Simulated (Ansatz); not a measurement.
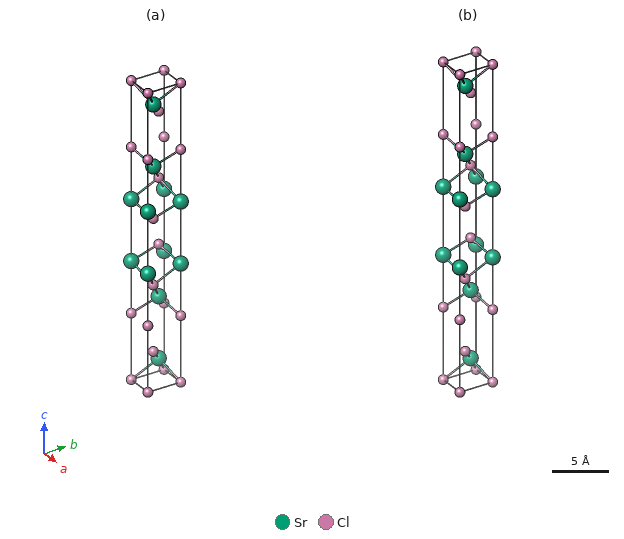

The structure of solid Sr2Cl3 (built on the tetradymite_166 type) before (left) and after (right) a relaxation, at one scale.

Style: ball-and-stick. Shown: the conventional cell (3 times the calculation's cell), slightly off an axis. Lengths and directions refer to the drawn axes.

Case: tetradymite type (R-3m, No. 166).

These are results of DFT PBE, scalar-relativistic, plane waves, PAW (Ansatz 0.2.0), not measurements. Settings: plane-wave cutoff 420 eV; k-point mesh 12 × 12 × 12; occupations gaussian; smearing width 0.1 eV; no spin polarisation; cell and atoms relaxed; force threshold 0.01 eV/Å; at most 80 steps.

Question: What changed between the two?

Answer: The largest moves relative to the cell, 0.18 Å, are those of Cl atoms. By element the largest moves are Cl 0.18 Å, Sr 0.11 Å. The drawn cell changes as follows: a = b 4.499 → 4.495 Å (−0.1 %), c 27.712 → 29.433 Å (+6.2 %); the volume changes by +6.0 %. The space group stays R-3m (No. 166). The energy falls by 1.8 meV per atom in 7 accepted moves (9 points after the start). Largest force component: 0.019 eV/Å at the start, 0.0018 eV/Å at the end. The pressure goes from 0.13 to 0.01 GPa. The line search rejected the trial step at point 3 of the run. The SCF was repeated once at an unchanged geometry on a basis and grid sized afresh for the cell, which shifted the energy by 0.1 meV per atom at most.

Limits of the set-up: an odd number of electrons was run without spin polarisation, which fails if the electron would localise.
